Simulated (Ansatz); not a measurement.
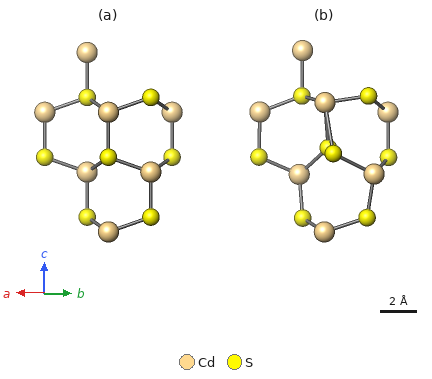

Left: perfect CdS. Right: the same region with one point defect, after relaxing the atoms in a supercell of 96 sites. Style: ball-and-stick. Shown: the atoms within 5.4 Å of one point, in a slice 4.2 Å thick across the line of sight, along [110].

Computed with DFT, PBEsol, PAW, plane waves (Ansatz). Settings: plane-wave cutoff 420 eV; k-point mesh 1 × 1 × 1; mesh shifted by (0.25, 0.25, 0.25); collinear spin. Fermi-Dirac smearing of 0.01 eV. A uniform background neutralises the charged cell. The axes drawn are those of the host's conventional cell.

**What kind of defect was made?**

An extra sulfur atom is put between the host's atoms (an interstitial).

The charge state of the cell is +1.

**How does the lattice respond?**

The S atom starts with 6 S at 2.69 to 3.17 Å, 6 Cd at 2.69 to 3.17 Å around its place and ends with 1 S at 2.04 Å. Of the host's atoms, a sulfur atom moves furthest from its site, by 1.09 Å. The S atom itself moves 1.57 Å from where it was put. The cell's net moment is 1.00 μB.

Limits of the set-up: the cell is charged, on a uniform background, and energies carry no finite-size correction.
